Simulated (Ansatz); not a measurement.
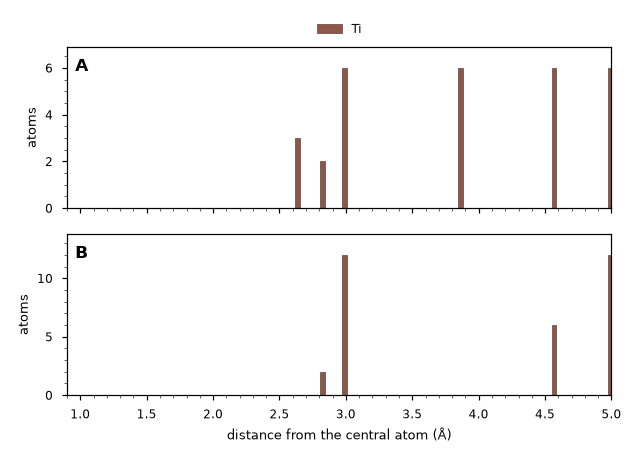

Neighbour shells computed from the structure of Ti: each bar gives the number of atoms of one element at one distance (within 0.03 Å) from a central atom. Structure used: the geometry relaxed with Ansatz 0.2.0, DFT, m-r2SCAN, plane waves (500 eV) with PAW, scalar-relativistic; the starting structure was generated, so it need not be a known form of this composition.

```
a = 4.568 Å, b = 4.568 Å, c = 2.824 Å, α = 90.00°, β = 90.00°, γ = 120.00°
Ti1  0.0000  0.0000  0.0000
Ti2  0.3333  0.6667  0.5000
Ti3  0.6667  0.3333  0.5000
```

### Which atom of the list is the centre of each panel?

panel A: Ti2 (or an equivalent site: Ti3); panel B: Ti1.

### Read off the nearest shells (six at most) of each panel.

Panel A: 3 Ti at 2.64 Å, 2 Ti at 2.82 Å, 6 Ti at 2.99 Å, 6 Ti at 3.86 Å, 6 Ti at 4.57 Å, 6 Ti at 4.99 Å
Panel B: 2 Ti at 2.82 Å, 12 Ti at 2.99 Å, 6 Ti at 4.57 Å, 12 Ti at 4.99 Å
